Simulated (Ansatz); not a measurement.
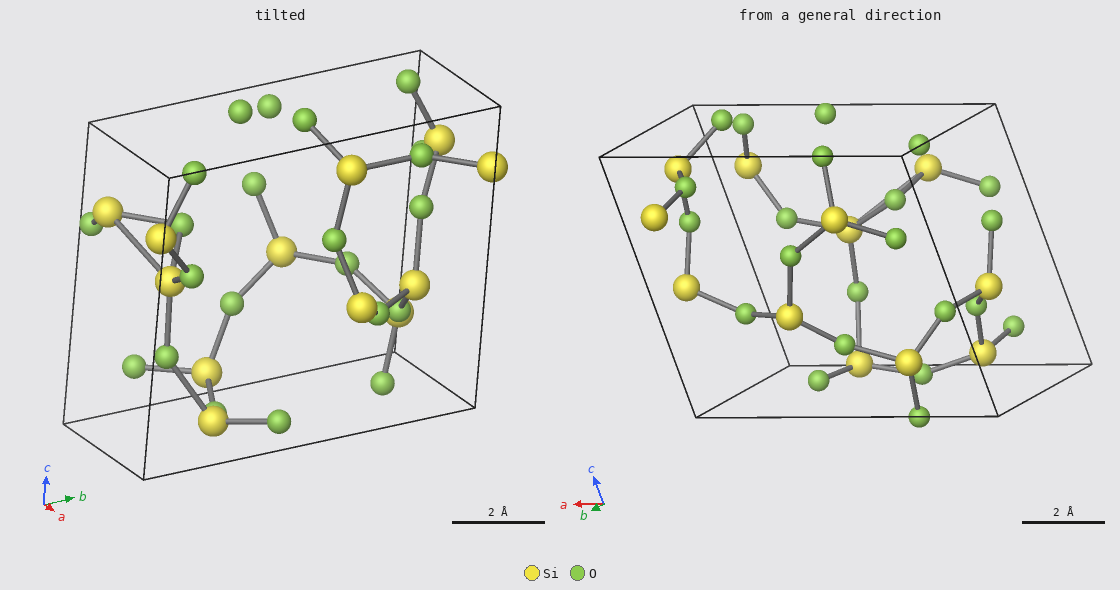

View slightly off an axis and from a general direction, drawn as a ball-and-stick model. The frame is the supercell; atoms at its boundary are shown with their periodic copies. The host is SiO2, in a cell of 27 sites, and the cell carries a charge of +2.

What imperfection does the supercell contain?

An oxygen vacancy. Around the empty site lie three O and one Si at about 2.4 to 2.8 Å.

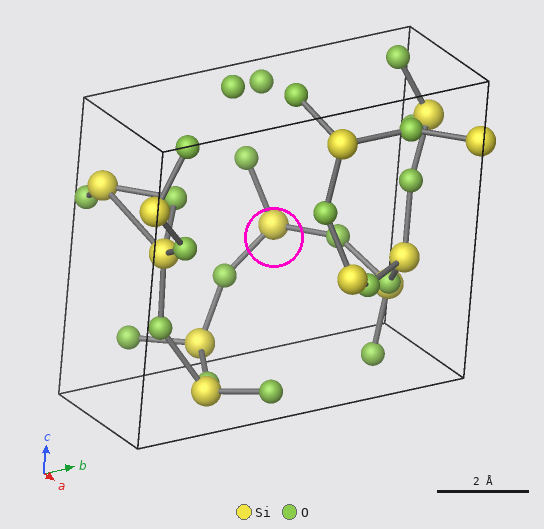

The same cell with a ring at the defect's site.

The atoms were relaxed in the host's cell with DFT PBE, scalar-relativistic, plane waves, PAW (Ansatz 0.2.0).
